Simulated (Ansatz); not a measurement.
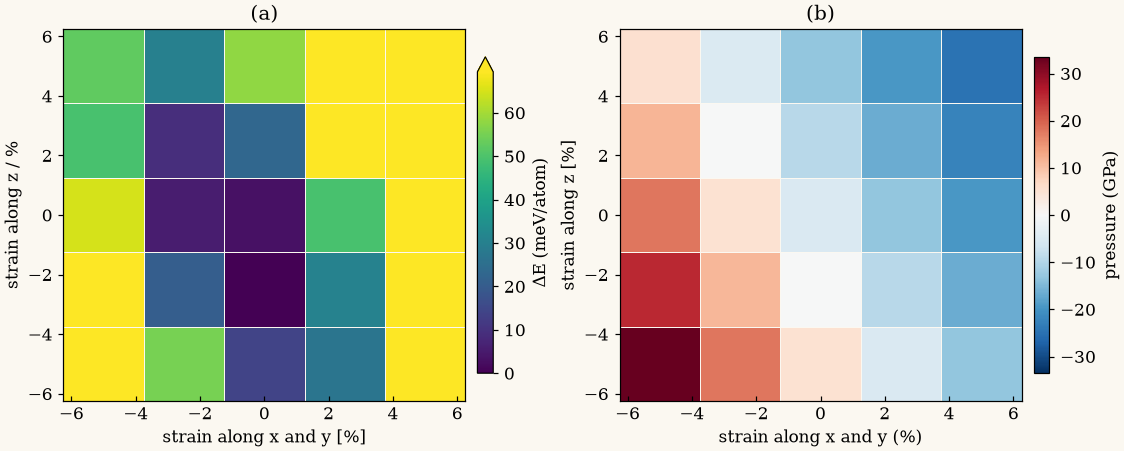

HfN (F-43m, No. 216; 2 atoms in the cell). The cell is strained homogeneously, by one strain along x and y and another along z, with fractional coordinates fixed (x, y and z along the cube axes). First axis: strain along x and y. Second axis: strain along z. The grid has 5 × 5 points. Points are written as (first, second). Energies are in meV/atom, from the lowest grid point. The reference cell is the one listed in the database, not relaxed at this level. Computed with DFT PBEsol, scalar-relativistic, plane waves, PAW in Ansatz 0.2.0. Settings: cutoff 420 eV, k-mesh 16×16×16, gaussian smearing 0.15 eV, no spin polarisation.

Panel (a) is the energy; panel (b) is the computed pressure, in GPa.

Drawn: one coloured cell a grid point, one colour for all values above the top of the scale.

**How does the pressure vary over the map, and what is it at the lowest grid point?**

It runs from −24.7 GPa at (5.0 %, 5.0 %) to 33.5 GPa at (−5.0 %, −5.0 %). At the lowest grid point, (0.0 %, −2.5 %), it is −0.2 GPa.
